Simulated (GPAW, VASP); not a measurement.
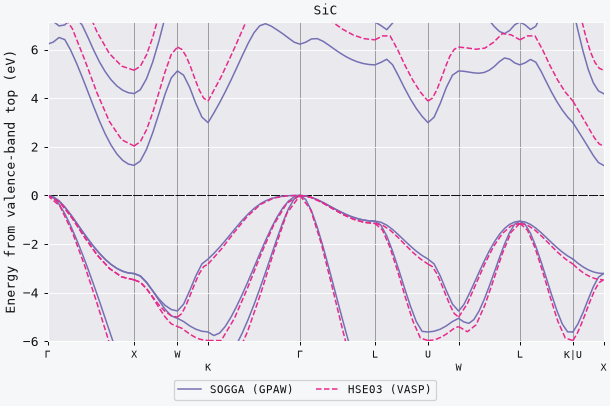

Band structures of zincblende SiC, space group F-43m, 2 atoms in the primitive cell (cubic a = 4.358 Å), by two methods on the same cell. Each is counted from its own valence-band top.

What changes from one method to the other?

SOGGA (GPAW) gives a gap of 1.24 eV along the path and HSE03 (VASP) gives a gap of 2.03 eV along the path.

Settings. SOGGA (GPAW): PAW data sets generated in the run's folder for this functional, no spin polarisation, no spin-orbit coupling, 10×10×10 k mesh, 800 eV cutoff, Fermi-Dirac smearing of 0.05 eV (GPAW 26.7.0). HSE03 (VASP): VASP PAW PBE potentials, release 64 (Si, C), no spin polarisation, no spin-orbit coupling, 8×8×8 k mesh, 520 eV cutoff, Gaussian smearing of 0.02 eV (VASP 6.6.1).

The two runs differ in program as well. LDA, GGA and most meta-GGA functionals understate gaps. HSE03 (VASP): the PAW data sets were made with another functional. HSE03 (VASP): the k mesh is thin for exact exchange.
